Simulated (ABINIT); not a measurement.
**Run report: Si, single-point calculation**

The run: single-point calculation of Si (P1, 4 atoms in the cell). Method and program: Kohn-Sham DFT of a periodic cell, PBE, JTH PAW PBE v2.0, no spin polarisation (ABINIT 10.8.3).

The structure derives from a Materials Project entry.

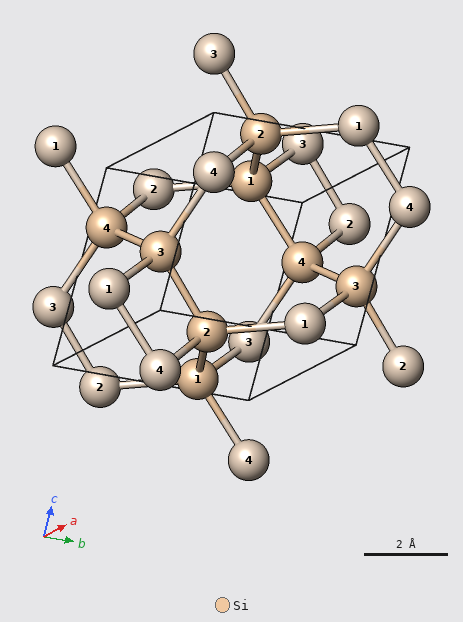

Fig. 1: The structure as given in the input (ball-and-stick view of the reduced cell, seen at an oblique angle; neighbours outside the cell are drawn fainter; atoms are numbered from 1 in the order of the input).

### Summary

```csv
quantity,value
outcome,converged
space group (tolerance 0.01 Å),P1 (1)
electrons treated,16
free energy,−433.3964 eV
Fermi energy,4.982 eV
gap on the k-point mesh,none (metallic)
pressure,2.08 GPa
largest force (length of the vector),1.605 eV/Å
hardware,"1 thread of Arm Neoverse N1, 98 GiB of memory available, shared host"
wall time,6.3 min
peak memory,0.23 GiB
```

### The input
```
# Pseudopotentials
pp_dirpath "./"
pseudos "Si.GGA_PBE-JTH.xml"

# Structure
acell 5.0806226073 5.0806226073 5.0806226073 Angstrom
rprim
    -0.6545347976     0.6545347976     0.3783760001
     0.6545347976    -0.6545347976     0.3783760001
     0.6545347976     0.6545347976    -0.3783760001
ntypat 1
znucl 14
natom 4
typat 1 1 1 1
xred
     0.8190300000     0.1738030000     0.0024090000
     0.1562190000     0.8141710000    -0.0042460000
     0.8314960000     0.8305840000     0.6555700000
     0.1839500000     0.1903930000     0.3560930000
chkprim 0
chksymtnons 0
tolsym 1.0e-6

# Plane-wave basis
ecut 408.170794 eV
pawecutdg 30.0

# k points
kptopt 1
ngkpt 8 8 8
nshiftk 1
shiftk 0.0 0.0 0.0

# Exchange and correlation
ixc 11

# Bands and occupations
nband 12
occopt 3
tsmear 0.00183747

# SCF cycle
nstep 100
tolvrs 1.0e-9

# Output
iomode 3
prtwf 0
prtden 0
prteig 0
prtebands 0
enunit 1
```

Launch command:
```bash
abinit run.abi > log 2>&1
```

### The program's output
```
.Version 10.8.3 of ABINIT
 Symmetries : space group P1 (#  1); Bravais aP (primitive triclinic)
================================================================================
 Values of the parameters that define the memory need of the present run
     intxc =       0    ionmov =       0      iscf =      17    lmnmax =       8
     lnmax =       4     mgfft =      36  mpssoang =       2    mqgrid =    3001
     natom =       4  nloc_mem =       2    nspden =       1   nspinor =       1
    nsppol =       1      nsym =       1    n1xccc =       1    ntypat =       1
    occopt =       3   xclevel =       2
       mpw =        1617          nfft =       46656          nkpt =         260
 PAW method is used; the additional fine FFT grid is defined by:
   mgfftf=        48    nfftf =    110592
================================================================================
================================================================================

--------------------------------------------------------------------------------
------------- Echo of variables that govern the present computation ------------
--------------------------------------------------------------------------------
 -outvars: echo values of preprocessed input variables --------
            acell      9.6009852769E+00  9.6009852769E+00  9.6009852769E+00 Bohr
              amu      2.80855000E+01
          chkprim           0
      chksymtnons           0
             ecut      1.50000000E+01 Hartree
           enunit           1
                       outvar_i_n : Printing only first  50 k-points.
              ixc          11
                       outvar_i_n : Printing only first  50 k-points.
         kptrlatt        8    0    0      0    8    0      0    0    8
          kptrlen      5.81245185E+01
            natom           4
            nband          12
            ngfft          36      36      36
          ngfftdg          48      48      48
             nkpt         260
            nstep         100
             nsym           1
           ntypat           1
                       prtocc : prtvol=0, do not print more k-points.
           occopt           3
        pawecutdg      3.00000000E+01 Hartree
         pawxcdev           0
           prtden           0
        prtebands           0
           prteig           0
            prtwf           0
            rprim     -6.5453479760E-01  6.5453479760E-01  3.7837600010E-01
                       6.5453479760E-01 -6.5453479760E-01  3.7837600010E-01
                       6.5453479760E-01  6.5453479760E-01 -3.7837600010E-01
          spgroup           1
           tolsym      1.00000000E-06
           tolvrs      1.00000000E-09
           tsmear      1.83747000E-03 Hartree
            typat      1  1  1  1
           useylm           1
                       outvars : Printing only first  50 k-points.
           xangst     -2.1376554476E+00  2.1536774382E+00  1.9039768951E+00
                       2.1738628850E+00 -2.2021025579E+00  1.8736262703E+00
                       2.1770287080E+00  2.1830943184E+00  1.9349003908E+00
                       1.2055932711E+00  1.1627415960E+00  3.5083538298E-02
            xcart     -4.0395833475E+00  4.0698605217E+00  3.5979948818E+00
                       4.1080054879E+00 -4.1613707356E+00  3.5406405131E+00
                       4.1139880263E+00  4.1254503687E+00  3.6564318196E+00
                       2.2782411016E+00  2.1972631716E+00  6.6298278911E-02
             xred      8.1903000000E-01  1.7380300000E-01  2.4090000000E-03
                       1.5621900000E-01  8.1417100000E-01 -4.2460000000E-03
                       8.3149600000E-01  8.3058400000E-01  6.5557000000E-01
                       1.8395000000E-01  1.9039300000E-01  3.5609300000E-01
            znucl       14.00000

================================================================================

 chkinp: Checking input parameters for consistency.

================================================================================
== DATASET  1 ==================================================================

--- !DatasetInfo
iteration_state: {dtset: 1, }
dimensions: {natom: 4, nkpt: 260, mband: 12, nsppol: 1, nspinor: 1, nspden: 1, mpw: 1617, }
cutoff_energies: {ecut:  15.0, pawecutdg:  30.0, }
electrons: {nelect:   1.60000000E+01, charge:   0.00000000E+00, occopt:   3.00000000E+00, tsmear:   1.83747000E-03, }
meta: {optdriver: 0, ionmov: 0, optcell: 0, iscf: 17, paral_kgb: 0, }
...

 Exchange-correlation functional for the present dataset will be:
  GGA: Perdew-Burke-Ernzerhof functional - ixc=11
  J.P.Perdew, K.Burke, M.Ernzerhof, PRL 77, 3865 (1996)

 Real(R)+Recip(G) space primitive vectors, cartesian coordinates (Bohr,Bohr^-1):
 R(1)= -6.2841790  6.2841790  3.6327824  G(1)=  0.0000000  0.0795649  0.1376355
 R(2)=  6.2841790 -6.2841790  3.6327824  G(2)=  0.0795649  0.0000000  0.1376355
 R(3)=  6.2841790  6.2841790 -3.6327824  G(3)=  0.0795649  0.0795649  0.0000000
 Unit cell volume ucvol=  5.7384746E+02 bohr^3
 Angles (23,13,12)=  9.82312295E+01  9.82312295E+01  1.35533751E+02 degrees

 Coarse grid specifications (used for wave-functions):

 getcut: wavevector=  0.0000  0.0000  0.0000  ngfft=  36  36  36
         ecut(hartree)=     15.000   => boxcut(ratio)=   2.15181

 Fine grid specifications (used for densities):

 getcut: wavevector=  0.0000  0.0000  0.0000  ngfft=  48  48  48
         ecut(hartree)=     30.000   => boxcut(ratio)=   2.02825

--- Pseudopotential description ------------------------------------------------
- pspini: atom type   1  psp file is ./Si.GGA_PBE-JTH.xml
 Pseudopotential format is: paw10
 basis_size (lnmax)=  4 (lmn_size=  8), orbitals=   0   0   1   1
 Spheres core radius: rc_sph= 1.90944987
 Shapefunction is BESSEL type: shapef(r,l)=aa(1,l)*jl(q(1,l)*r)+aa(2,l)*jl(q(2,l)*r)
 Radius for shape functions =  1.60149249
 Compensation charge density is not taken into account in XC energy/potential

   3.02865868E+02                                ecore*ucvol(ha*bohr**3)
--------------------------------------------------------------------------------

================================================================================

--- !BeginCycle
iteration_state: {dtset: 1, }
solver: {iscf: 17, nstep: 100, nline: 4, wfoptalg: 10, }
tolerances: {tolvrs: 1.00E-09, }
...

     iter   Etot(hartree)      deltaE(h)  residm     nres2
 ETOT  1  -15.921771315766    -1.592E+01 5.270E-02 4.876E+00
 ETOT  2  -15.929283434150    -7.512E-03 1.047E-02 8.350E-01
 ETOT  3  -15.926510696765     2.773E-03 1.362E-03 2.143E-02
 ETOT  4  -15.926822037841    -3.113E-04 7.993E-04 7.444E-03
 ETOT  5  -15.926997016652    -1.750E-04 4.021E-04 3.059E-04
 ETOT  6  -15.927015922184    -1.891E-05 3.312E-04 7.636E-05
 ETOT  7  -15.927021805159    -5.883E-06 1.363E-04 9.032E-06
 ETOT  8  -15.927022865073    -1.060E-06 7.523E-05 1.625E-06
 ETOT  9  -15.927023246210    -3.811E-07 5.847E-05 2.182E-07
 ETOT 10  -15.927023368855    -1.226E-07 3.877E-05 2.931E-08
 ETOT 11  -15.927023414740    -4.588E-08 3.797E-05 1.450E-08
 ETOT 12  -15.927023433445    -1.870E-08 2.629E-05 1.323E-09
 ETOT 13  -15.927023440746    -7.301E-09 2.990E-05 2.345E-09
 ETOT 14  -15.927023443681    -2.935E-09 2.463E-05 9.273E-11

 At SCF step   14       nres2   =  9.27E-11 < tolvrs=  1.00E-09 =>converged.

 Cartesian components of stress tensor (hartree/bohr^3)
  sigma(1 1)= -6.93849582E-05  sigma(3 2)=  5.28419307E-06
  sigma(2 2)= -1.85279196E-04  sigma(3 1)= -1.99398864E-05
  sigma(3 3)=  4.28768677E-05  sigma(2 1)= -3.98116087E-06

--- !ResultsGS
iteration_state: {dtset: 1, }
comment   : Summary of ground state results
lattice_vectors:
- [ -6.2841790,   6.2841790,   3.6327824, ]
- [  6.2841790,  -6.2841790,   3.6327824, ]
- [  6.2841790,   6.2841790,  -3.6327824, ]
lattice_lengths: [   9.60099,    9.60099,    9.60099, ]
lattice_angles: [ 98.231,  98.231, 135.534, ] # degrees, (23, 13, 12)
lattice_volume:   5.7384746E+02
convergence: {deltae: -2.935E-09, res2:  9.273E-11, residm:  2.463E-05, diffor: null, }
etotal    :  -1.59270234E+01
entropy   :   0.00000000E+00
fermie    :   1.83075130E-01
cartesian_stress_tensor: # hartree/bohr^3
- [ -6.93849582E-05,  -3.98116087E-06,  -1.99398864E-05, ]
- [ -3.98116087E-06,  -1.85279196E-04,   5.28419307E-06, ]
- [ -1.99398864E-05,   5.28419307E-06,   4.28768677E-05, ]
pressure_GPa:   2.0770E+00
xred      :
- [  8.1903E-01,   1.7380E-01,   2.4090E-03, Si]
- [  1.5622E-01,   8.1417E-01,  -4.2460E-03, Si]
- [  8.3150E-01,   8.3058E-01,   6.5557E-01, Si]
- [  1.8395E-01,   1.9039E-01,   3.5609E-01, Si]
cartesian_forces: # hartree/bohr
- [  1.35375749E-02,  -1.47208749E-02,  -4.83756624E-03, ]
- [ -9.71692202E-03,   2.89772536E-02,   6.30059302E-03, ]
- [ -1.16990129E-02,  -2.72395033E-02,   3.87698073E-03, ]
- [  7.87836003E-03,   1.29831246E-02,  -5.34000751E-03, ]
force_length_stats: {min:   1.60980049E-02, max:   3.12057249E-02, mean:   2.44444264E-02, }
...

 Integrated electronic density in atomic spheres:
 ------------------------------------------------
 Atom  Sphere_radius  Integrated_density
    1        1.90945          1.54368051
    2        1.90945          1.55041025
    3        1.90945          1.55328594
    4        1.90945          1.53956032

================================================================================

 ----iterations are completed or convergence reached----

 Mean square residual over all n,k,spin=   50.096E-09; max=  24.629E-06
 reduced coordinates (array xred) for    4 atoms
       0.819030000000      0.173803000000      0.002409000000
       0.156219000000      0.814171000000     -0.004246000000
       0.831496000000      0.830584000000      0.655570000000
       0.183950000000      0.190393000000      0.356093000000
 rms dE/dt=  1.5933E-01; max dE/dt=  2.5878E-01; dE/dt below (all hartree)
    1       0.195171515532     -0.160021323837     -0.010142592507
    2      -0.266033272775      0.220258446457     -0.098151522337
    3       0.083591529811     -0.111757443956      0.258775995877
    4      -0.012663634422      0.051464345718     -0.150501223976

 cartesian coordinates (angstrom) at end:
    1     -2.13765544757778     2.15367743816676     1.90397689508604
    2      2.17386288500677    -2.20210255791703     1.87362627028331
    3      2.17702870797080     2.18309431835567     1.93490039081550
    4      1.20559327110171     1.16274159598140     0.03508353829806

 cartesian forces (hartree/bohr) at end:
    1      0.01353757491021    -0.01472087487879    -0.00483756624174
    2     -0.00971692202237     0.02897725355391     0.00630059302109
    3     -0.01169901291923    -0.02723950330987     0.00387698073102
    4      0.00787836003140     0.01298312463474    -0.00534000751038
 frms,max,avg= 1.4577962E-02 2.8977254E-02   1.498E-06 -9.308E-07 -3.497E-07 h/b

 cartesian forces (eV/Angstrom) at end:
    1      0.69613009097088    -0.75697782184083    -0.24875765787239
    2     -0.49966422023560     1.49007028853843     0.32398951969101
    3     -0.60158743214724    -1.40071157817164     0.19936236489029
    4      0.40512156141196     0.66761911147404    -0.27459422670891
 frms,max,avg= 7.4962893E-01 1.4900703E+00   7.704E-05 -4.786E-05 -1.798E-05 e/A
 length scales=  9.600985276893  9.600985276893  9.600985276893 bohr
              =  5.080622607300  5.080622607300  5.080622607300 angstroms
 Fermi (or HOMO) energy (eV) =   4.98173   Average Vxc (eV)=  -9.13631
 Eigenvalues (   eV  ) for nkpt= 260  k points:
 kpt#   1, nband= 12, wtk=  0.00195, kpt=  0.0000  0.0000  0.0000 (reduced coord)
  -7.18043   -2.64199   -0.95796   -0.66846    0.87496    3.64338    3.74585    4.13029
   6.03149    6.68192    6.71743    7.52241
 prteigrs : prtvol=0 or 1, do not print more k-points.

--- !EnergyTerms
iteration_state     : {dtset: 1, }
comment             : Components of total free energy in Hartree
kinetic             :  6.02113308232320E+00
hartree             :  1.52412452639188E+00
xc                  : -9.54221801176024E+00
Ewald energy        : -1.60111271613414E+01
psp_core            :  5.27781140479704E-01
local_psp           : -5.84152597867623E+00
PAW spherical_terms :  7.39485467024462E+00
internal            : -1.59269777323384E+01
'-kT*entropy'       : -5.19844812093513E-05
total_energy        : -1.59270297168196E+01
total_energy_eV     : -4.33396557375596E+02
...

--- !EnergyTermsDC
iteration_state     : {dtset: 1, }
comment             : '"Double-counting" decomposition of free energy'
band_energy         : -1.66923203299157E-01
Ewald energy        : -1.60111271613414E+01
psp_core            :  5.27781140479704E-01
xc_dc               : -4.27450215323815E+00
PAW spherical_terms :  3.99779991819942E+00
internal            : -1.59269714591995E+01
'-kT*entropy'       : -5.19844812093513E-05
total_energy_dc     : -1.59270234436808E+01
total_energy_dc_eV  : -4.33396386674791E+02
...

--- !EnergyTermsWithPAWCore
iteration_state     : {dtset: 1, }
comment             : 'Components of total free energy, including PAW core contributions'
Total energy        : -1.16012367611711E+03
Total energy DC     : -1.16012366984397E+03
Total energy (eV)   : -3.15685734439301E+04
Total energy DC (eV): -3.15685732732293E+04
...

 Cartesian components of stress tensor (hartree/bohr^3)
  sigma(1 1)= -6.93849582E-05  sigma(3 2)=  5.28419307E-06
  sigma(2 2)= -1.85279196E-04  sigma(3 1)= -1.99398864E-05
  sigma(3 3)=  4.28768677E-05  sigma(2 1)= -3.98116087E-06

-Cartesian components of stress tensor (GPa)         [Pressure=  2.0770E+00 GPa]
- sigma(1 1)= -2.04137595E+00  sigma(3 2)=  1.55466328E-01
- sigma(2 2)= -5.45110215E+00  sigma(3 1)= -5.86651711E-01
- sigma(3 3)=  1.26148100E+00  sigma(2 1)= -1.17129797E-01

== END DATASET(S) ==============================================================
================================================================================

 -outvars: echo values of variables after computation  --------
            acell      9.6009852769E+00  9.6009852769E+00  9.6009852769E+00 Bohr
           etotal     -1.5927023444E+01
            fcart      1.3537574910E-02 -1.4720874879E-02 -4.8375662417E-03
                      -9.7169220224E-03  2.8977253554E-02  6.3005930211E-03
                      -1.1699012919E-02 -2.7239503310E-02  3.8769807310E-03
                       7.8783600314E-03  1.2983124635E-02 -5.3400075104E-03
            rprim     -6.5453479760E-01  6.5453479760E-01  3.7837600010E-01
                       6.5453479760E-01 -6.5453479760E-01  3.7837600010E-01
                       6.5453479760E-01  6.5453479760E-01 -3.7837600010E-01
           strten     -6.9384958184E-05 -1.8527919613E-04  4.2876867743E-05
                       5.2841930713E-06 -1.9939886377E-05 -3.9811608673E-06
           xangst     -2.1376554476E+00  2.1536774382E+00  1.9039768951E+00
                       2.1738628850E+00 -2.2021025579E+00  1.8736262703E+00
                       2.1770287080E+00  2.1830943184E+00  1.9349003908E+00
                       1.2055932711E+00  1.1627415960E+00  3.5083538298E-02
             xred      8.1903000000E-01  1.7380300000E-01  2.4090000000E-03
                       1.5621900000E-01  8.1417100000E-01 -4.2460000000E-03
                       8.3149600000E-01  8.3058400000E-01  6.5557000000E-01
                       1.8395000000E-01  1.9039300000E-01  3.5609300000E-01
 Calculation completed.
```

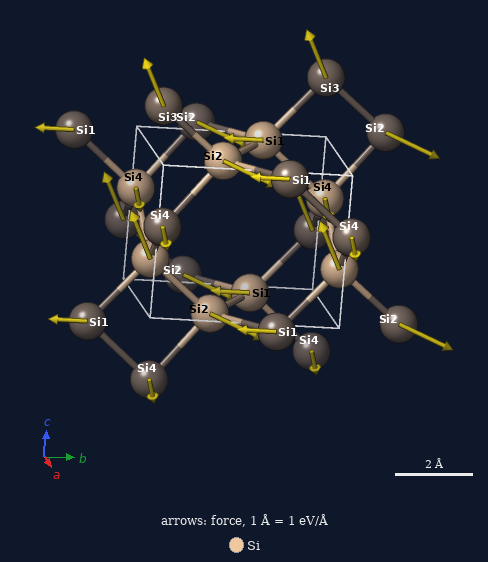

Fig. 2: Forces on the atoms as yellow arrows (ball-and-stick view of the reduced cell, seen slightly off an axis; neighbours outside the cell are drawn fainter; atoms are numbered from 1 in the order of the input). The largest act on Si2 (1.60 eV/Å); Si3 (1.54 eV/Å); Si1 (1.06 eV/Å); Si4 (0.83 eV/Å). The geometry is not a stationary point of this energy.
